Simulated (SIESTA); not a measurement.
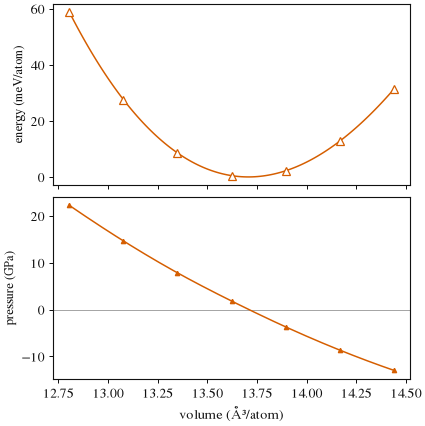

Caption: Energy and pressure against volume for Ta₂N, space group P-3m1 (No. 164).

A third-order Birch–Murnaghan fit gives V0 = 13.71 Å³/atom, B0 = 281 GPa and B′ = 4.4. The energy is 58.84 meV/atom at volume 12.80 Å³/atom and 31.31 meV/atom at 14.44 Å³/atom; the lowest computed point is at volume 13.62 Å³/atom (0.49 meV/atom). The pressure falls from 22.25 GPa at volume 12.80 Å³/atom to −12.98 GPa at 14.44 Å³/atom, and changes sign near 13.71 Å³/atom.

Computed with SIESTA 5.4.2: DFT in numerical atomic orbitals with pseudopotentials, no spin polarisation; energies at scaled volumes of the given cell, shape and fractions fixed, counted from the fit's minimum, third-order Birch-Murnaghan fit. Level: PBE.

```json
{"setting": "k mesh", "value": "10×10×6"}
{"setting": "occupations", "value": "Fermi–Dirac"}
{"setting": "smearing width", "value": "0.05 eV"}
{"setting": "potentials", "value": "PseudoDojo 0.4 standard, converted to PSML, two zetas on semicore shells"}
{"setting": "program settings", "value": "basis DZP, mesh cutoff 800 Ry"}
```

Cell as given: a = 3.113 Å, b = 3.113 Å, c = 4.870 Å, α = 90.00°, β = 90.00°, γ = 120.00°; 3 atoms.

Caveats: mulliken charges of long orbitals; short basis over semicore shells; shape and atomic fractions are frozen while scaling, which makes layered, chain and framework solids too stiff.
